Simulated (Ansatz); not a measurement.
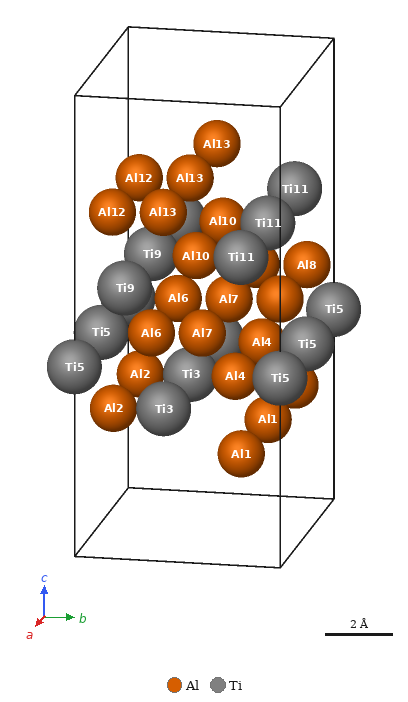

Figure 1. The structure (spheres-only view of the 2 × 1 repeat of the cell, with the vacuum cut short, seen slightly off an axis; atoms are numbered from 1 in the order of the input). An atom can appear more than once, as a periodic image.

Single-point calculation, with input and output: Ti4Al9

- system: Ti4Al9 (slab, 13 atoms in the cell)
- method: DFT PBEsol, scalar-relativistic, plane waves, PAW, no spin polarisation (Ansatz 0.2.0)

The structure derives from an entry of the Crystallography Open Database. It belongs to a series of runs on one base structure; here: k mesh: [13, 9, 1]. Figures and captions count atoms from 1; the log counts them from 0 in places.

## Input file
```yaml
crystal:
  lattice:
    - [3.9724249786, 0.0, 0.0]
    - [0.0, 6.3340202875, 0.0]
    - [0.0, 0.0, 22.4223014059]
  atoms:
    - { symbol: Al, position: [0.0, 0.8103778562, 0.3344884124] }
    - { symbol: Al, position: [0.5, 0.1233989978, 0.3631059885] }
    - { symbol: Ti, position: [0.0, 0.432749588, 0.391387989] }
    - { symbol: Al, position: [0.5, 0.7155667843, 0.4172442062] }
    - { symbol: Ti, position: [0.0, 0.9983839807, 0.4431004235] }
    - { symbol: Al, position: [0.5, 0.3077345708, 0.4713824239] }
    - { symbol: Al, position: [0.0, 0.6207557124, 0.5] }
    - { symbol: Al, position: [0.5, 0.933776854, 0.5286175761] }
    - { symbol: Ti, position: [0.0, 0.2431274442, 0.5568995765] }
    - { symbol: Al, position: [0.5, 0.5259446405, 0.5827557938] }
    - { symbol: Ti, position: [0.0, 0.8087618369, 0.608612011] }
    - { symbol: Al, position: [0.5, 0.118112427, 0.6368940115] }
    - { symbol: Al, position: [0.0, 0.4311335686, 0.6655115876] }
basis:
  ecutwfc: 420
kpoints:
  mp_grid: { grid: [13, 9, 1] }
hamiltonian:
  xc: pbesol
scf:
  occupations: { method: gaussian, width: 0.1 }
output:
  forces: true
  stress: true
  eigenvalues: true
efield:
  axis: 3
  dipole_correction: true
  ramp_width: 0.04
```

Machine: 1 thread of Arm Neoverse V1, 24 GiB of memory available, shared host.

Launch command:
```bash
ansatz run input.yaml --threads 1 --pin off --max-ram 2560MiB --backend cpu --events-out ev --progress --plain --runs-dir out
```

## Log
```
Engine: ansatz 0.2.0, aarch64-unknown-linux-gnu
Pseudopotentials: kind: paw
Pseudopotential: Al, paw, valence charge 3, recommended cutoff 420 eV (normal), Al.paw.azcp
Pseudopotential: Ti, paw, valence charge 12, recommended cutoff 420 eV (normal), Ti.paw.azcp
Functional definition: PBEsol
  exchange = pbesol_x
  correlation = pbesol_c
Crystal: 13 atoms, lattice volume = 564.177 Å³
Basis set: ecut = 420 eV, 11079 PW (Γ), exchange–correlation on 54×90×300 points (8 copies of the dense FFT grid, shifted against one another)
Bands: 51, of which v1, the nominal top of the filled ones, is band 38 counted from 1 (37 counted from 0)
Symmetry: 2 space group operations
k-points: 35 of 117 (time reversal used)
Non-local potential: Al, projectors of the file, l = 0: 2, l = 1: 2, l = 2: 1
Non-local potential: Ti, projectors of the file, l = 0: 3, l = 1: 2, l = 2: 3, l = 3: 1
PAW form: soft (Blöchl's): semilocal exchange-correlation on the pseudo side does not see the compensation charge
PAW frozen core: Al, regenerated for the run's functional, and the local potential with it (the file was generated under x = pbe(κ = 0.804, μ = 0.2195149727645171), c = pbe(β = 0.06672455060314922))
PAW frozen core: Ti, regenerated for the run's functional, and the local potential with it (the file was generated under x = pbe(κ = 0.804, μ = 0.2195149727645171), c = pbe(β = 0.06672455060314922))
PAW one-centre angular grid: Al, 110 points (default); XC on 64 Gauss nodes
PAW one-centre angular grid: Ti, 590 points (default); XC on 64 Gauss nodes
Initial density: superposition of atomic densities (neutral atoms: chi_scale 0, normalization atom), corrected by the library's trained network
Initial wavefunctions: pseudopotential atomic-orbital guess
Functional: x = pbesol(κ = 0.804, μ = 0.12345679012345678), c = pbesol(β = 0.046)
SCF iter   1: F=—  HF=-14615.309767 eV  |F-HF|=—  |Δ(HF+E_count)|=         —  Δρ=3.82e-3  dr2=1.45e-1  ethr=1.77e-3  p=-0.000 e·Å  D=-1.16e-11 V/Å  ΔV_dip=0.00 eV  dr2_dipole=4.11e-7  V_vac-E_F(+/−)=4.51/4.51 eV  ⟨swp⟩=9.2  Hψ=9022  notcnv=0
efield: sawtooth ramp at fractional position 0.9800 (placed from the atoms, in the widest stretch of the axis that holds none; the zero of the levels goes with the place), width 0.0400; the density the first Hamiltonian is built on has a dipole p = -0.000 e·Å; the dipole correction subtracts the counter field D = -1.16e-11 V/Å, which shifts the + side's vacuum level by +0.00 eV against the − side's; the planar-averaged density in the ramp window peaks in size at 8.7e-6 e/Å³
preconditioner: auto → LDOS  [metal: Δε(μ)=0.003 eV  Ē_g=4.326 eV  σ=0.100 eV  W_gap=0.02  n_scr=64 (ndim 8)  ℏωp=10.3 eV  f_vac=0.515  D(μ)=9.93/eV (n_scr^D=44)  β→1.0]
SCF iter   2: F=—  HF=-14615.306258 eV  |F-HF|=—  |Δ(HF+E_count)|=   3.51e-3  Δρ=1.90e-3  dr2=1.76e-2  ethr=1.93e-4  p=-0.000 e·Å  D=-8.03e-6 V/Å  ΔV_dip=0.00 eV  dr2_dipole=7.05e-8  V_vac-E_F(+/−)=4.51/4.50 eV  ⟨swp⟩=3.0  Hψ=3805  notcnv=0  defer=138
SCF iter   3: F=—  HF=-14615.302181 eV  |F-HF|=—  |Δ(HF+E_count)|=   4.08e-3  Δρ=5.84e-4  dr2=3.30e-3  ethr=2.35e-5  p=-0.000 e·Å  D=-2.39e-6 V/Å  ΔV_dip=0.00 eV  dr2_dipole=1.13e-7  V_vac-E_F(+/−)=4.50/4.50 eV  ⟨swp⟩=2.3  Hψ=3318  notcnv=0  defer=138
SCF iter   4: F=—  HF=-14615.301869 eV  |F-HF|=—  |Δ(HF+E_count)|=   3.12e-4  Δρ=1.83e-4  dr2=3.17e-4  ethr=4.41e-6  p=-0.000 e·Å  D=-1.37e-6 V/Å  ΔV_dip=0.00 eV  dr2_dipole=1.06e-9  V_vac-E_F(+/−)=4.50/4.50 eV  ⟨swp⟩=3.6  Hψ=3378  notcnv=0  defer=138
SCF iter   5: F=—  HF=-14615.301852 eV  |F-HF|=—  |Δ(HF+E_count)|=   1.66e-5  Δρ=4.02e-5  dr2=1.96e-5  ethr=4.23e-7  p=-0.000 e·Å  D=-4.38e-7 V/Å  ΔV_dip=0.00 eV  dr2_dipole=4.44e-12  V_vac-E_F(+/−)=4.50/4.50 eV  ⟨swp⟩=2.7  Hψ=2831  notcnv=0  defer=138
SCF iter   6: F=—  HF=-14615.301949 eV  |F-HF|=—  |Δ(HF+E_count)|=   9.65e-5  Δρ=1.43e-5  dr2=1.98e-6  ethr=2.62e-8  p=-0.000 e·Å  D=-1.91e-7 V/Å  ΔV_dip=0.00 eV  dr2_dipole=1.60e-11  V_vac-E_F(+/−)=4.51/4.51 eV  ⟨swp⟩=2.1  Hψ=2414  notcnv=0  defer=134
SCF iter   7: F=—  HF=-14615.301949 eV  |F-HF|=—  |Δ(HF+E_count)|=   5.19e-7  Δρ=4.18e-6  dr2=2.15e-7  ethr=2.64e-9  p=-0.000 e·Å  D=-4.12e-8 V/Å  ΔV_dip=0.00 eV  dr2_dipole=7.95e-13  V_vac-E_F(+/−)=4.51/4.51 eV  ⟨swp⟩=2.0  Hψ=2639  notcnv=0  defer=134
SCF iter   8: F=-14615.301949 eV  HF=-14615.301949 eV  |F-HF|=9.80e-9  |Δ(HF+E_count)|=   1.28e-7  Δρ=1.13e-6  dr2=1.95e-8  ethr=1.33e-10  p=0.000 e·Å  D=1.60e-8 V/Å  ΔV_dip=-0.00 eV  dr2_dipole=1.67e-12  V_vac-E_F(+/−)=4.51/4.51 eV  ⟨swp⟩=16.3  Hψ=8629  notcnv=0
SCF 1 converged in 8 iterations: F = -14615.301949 eV  dr2 = 1.95e-8
  greatest PAW one-centre occupation: 0.999 electrons in one spin orbital (limit 2), on the Ti atom at site 8 (counted from 0), in its partial waves of l = 0
```

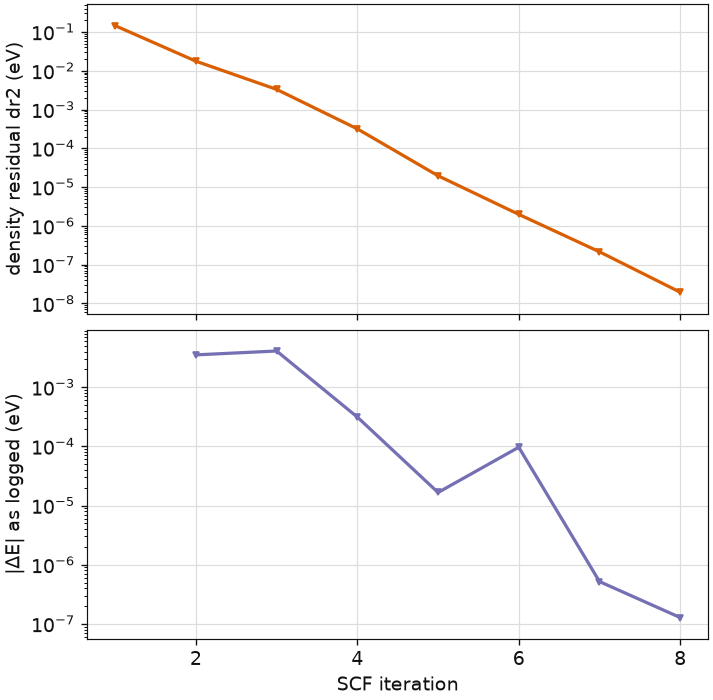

Figure 2. Convergence of the self-consistent field: density residual dr2 and size of the energy change against the SCF iteration. The residual falls at every step.

```
SCF converged after 8 iterations
Free energy (F): -14615.301949 eV
Harris-Foulkes:  -14615.301949 eV  (|F-HF|=9.80e-9)
Internal energy: -14615.251232 eV  (E = F + TS)
E sigma→0 (E₀):  -14615.276591 eV
Entropy (-TS):   -0.050717 eV (-3.901 meV/atom)
Fermi energy:    0.895160 eV
Dipole field:    D = -0.000001 V/Å  (p = -0.000003 e·Å, saw-weighted, corrected)
Work function:   Φ+ = 4.5078 eV   Φ− = 4.5077 eV
Levels:          The Fermi level and band energies are counted from a zero that moves with the ramp; work functions are not
--- Per-component energies (eV) ---
  E_band       = -1307.123995
  E_kinetic    = 1289.904062
  E_local      = -37733.678364  (includes V_loc(G=0)·N_el)
  E_nonlocal   = 137.953337
  E_hartree    = 18228.947964
  E_xc         = -735.661179
  E_vxc        = -740.691251  (∫ρ·V_xc dr)
  E_paw        = -8185.649275  (= ΣΔE_a)
  E_vpaw       = -718.535107  (= ΣTr[D̂ρ^β])
  E_aug_tail   = 0.000440  (compensation charges beyond the density's cutoff)
  E_efield     = 0.000000  (sawtooth field / dipole correction)
  E_vefield    = 0.000000  (∫n·V_field dr)
  E_ewald      = 12382.201995
  E_core_change = 0.729788  (= ΣΔE_core)
  E_smearing   = -0.050717  (= −TS)
  E_closure    = -0.000000  (closes the sum)
  Σ components = -14615.301949   (vs F -14615.301949, Δ=0.00e0)
--- Forces (eV/Å), atoms counted from 1 ---
  atom   1  Al     0.00000000     0.22733828    -0.07102063
  atom   2  Al     0.00000000     0.01112519     0.08405188
  atom   3  Ti     0.00000000    -0.64980633    -0.03877999
  atom   4  Al     0.00000000    -0.07458164    -0.40709210
  atom   5  Ti     0.00000000     0.48504120     0.58995318
  atom   6  Al     0.00000000     0.15599215    -0.16761604
  atom   7  Al     0.00000000    -0.00000067     0.00000106
  atom   8  Al     0.00000000    -0.15599221     0.16761815
  atom   9  Ti     0.00000000    -0.48504168    -0.58995347
  atom  10  Al     0.00000000     0.07458251     0.40709117
  atom  11  Ti     0.00000000     0.64980754     0.03877828
  atom  12  Al     0.00000000    -0.01112621    -0.08405204
  atom  13  Al     0.00000000    -0.22733978     0.07102153
  max |Σ_I F_I| component: 1.64e-6 eV/Å
--- Stress (GPa, compression-positive) ---
       -1.208073      -0.000000      -0.000000
       -0.000000      -2.127210       0.070504
       -0.000000       0.070504       0.119336
  P = ⅓ Tr σ = -1.0720 GPa (-10.720 kbar)
--- Band table (eV; the first three rows and the last of 35) ---
  k-point 0: bands = ["-55.6926", "-55.6926", "-55.4669", "-55.4518", "-32.1974", "-32.1966", "-32.0601", "-32.0599", "-32.0154", "-32.0121", "-31.9462", "-31.9298", "-31.8935", "-31.8033", "-31.7922", "-31.7526", "-8.6577", "-7.1939", "-5.8871", "-4.8966", "-4.8865", "-3.8449", "-3.3422", "-2.9901", "-2.0300", "-1.3940", "-1.3510", "-0.7523", "-0.6743", "-0.3039", "-0.1941", "-0.1511", "-0.0019", "0.3010", "0.3141", "0.4104", "0.6058", "1.0092", "1.0584", "1.4971", "1.7631", "1.8874", "1.9062", "1.9989", "2.0489", "2.1997", "2.3776", "2.4824", "2.8787", "3.2921", "3.3267"]
  k-point 1: bands = ["-55.6926", "-55.6926", "-55.4669", "-55.4518", "-32.1974", "-32.1967", "-32.0601", "-32.0599", "-32.0147", "-32.0112", "-31.9462", "-31.9298", "-31.8937", "-31.8039", "-31.7929", "-31.7526", "-8.6152", "-7.1610", "-5.9640", "-5.4262", "-4.2836", "-4.0332", "-3.4465", "-2.7884", "-1.9766", "-1.4887", "-1.1586", "-0.7808", "-0.6760", "-0.2324", "-0.2303", "-0.0700", "0.0041", "0.2413", "0.2723", "0.4702", "0.6334", "1.0053", "1.1015", "1.3672", "1.5551", "1.8912", "1.9385", "2.0107", "2.0838", "2.2154", "2.4812", "2.5240", "2.8626", "3.3188", "3.3675"]
  k-point 2: bands = ["-55.6926", "-55.6925", "-55.4670", "-55.4518", "-32.1975", "-32.1969", "-32.0600", "-32.0598", "-32.0130", "-32.0090", "-31.9463", "-31.9299", "-31.8941", "-31.8056", "-31.7944", "-31.7528", "-8.4912", "-7.0834", "-6.2805", "-5.6783", "-4.4243", "-3.8619", "-3.3811", "-2.5889", "-1.7474", "-1.5900", "-0.8730", "-0.8381", "-0.5790", "-0.2705", "-0.1032", "-0.0204", "0.0342", "0.1331", "0.2395", "0.5651", "0.6748", "0.9730", "1.1820", "1.2074", "1.2547", "1.8354", "1.8902", "1.9507", "2.1333", "2.4711", "2.5270", "2.5676", "2.8548", "3.3373", "3.5589"]
  k-point 34: bands = ["-55.6919", "-55.6919", "-55.4662", "-55.4511", "-32.1960", "-32.1958", "-32.0760", "-32.0757", "-32.0075", "-32.0034", "-31.9653", "-31.9473", "-31.8928", "-31.8073", "-31.7955", "-31.7517", "-6.4123", "-5.8027", "-5.3643", "-4.9811", "-4.7301", "-4.2831", "-3.6675", "-3.2458", "-3.1452", "-2.2108", "-1.9579", "-1.5702", "-1.1876", "-1.0305", "-0.5659", "-0.4711", "-0.4339", "-0.2131", "0.3367", "0.5494", "0.8638", "1.0420", "1.2424", "1.3260", "1.5183", "1.8480", "1.9632", "2.0915", "2.1920", "2.2425", "2.3925", "2.4502", "2.5923", "2.6322", "2.8458"]
```

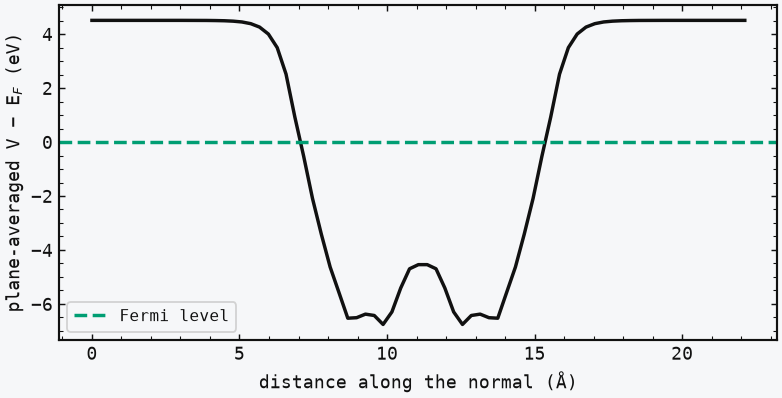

Figure 3. Plane average of the electrostatic potential energy of an electron across the cell, from the Fermi level. The vacuum level lies 4.51 eV above the Fermi level.

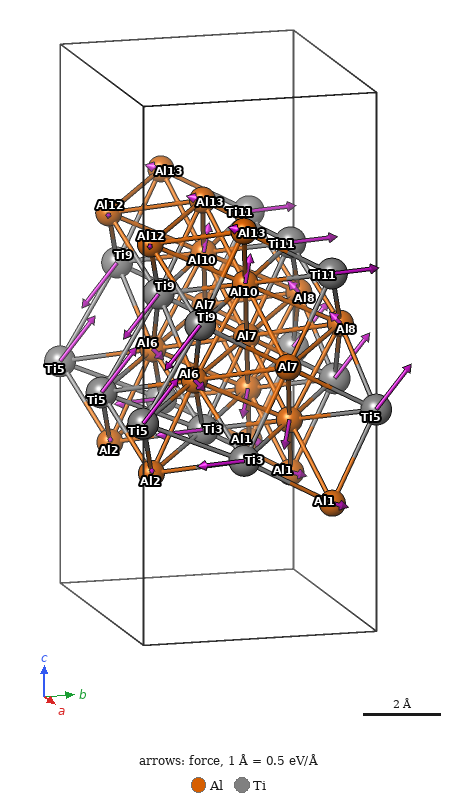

Figure 4. Forces on the atoms as pink arrows (ball-and-stick view of the 2 × 1 repeat of the cell, with the vacuum cut short, seen slightly off an axis; atoms are numbered from 1 in the order of the input). The largest act on Ti5, Ti9 (0.76 eV/Å); Ti3, Ti11 (0.65 eV/Å); Al4, Al10 (0.41 eV/Å); Al1, Al13 (0.24 eV/Å). The geometry is not a stationary point of this energy.

## Results in brief

| quantity | value |
| --- | --- |
| outcome | converged |
| electrons treated | 75 |
| free energy | −14615.3019 eV |
| work function, top face | 4.51 eV |
| work function, bottom face | 4.51 eV |
| Fermi energy | 0.895 eV |
| gap on the k-point mesh | none (metallic) |
| work function (upper face) | 4.51 eV |
| largest force (length of the vector) | 0.764 eV/Å |
| wall time | 2.1 min |
| peak memory | 1 GiB |
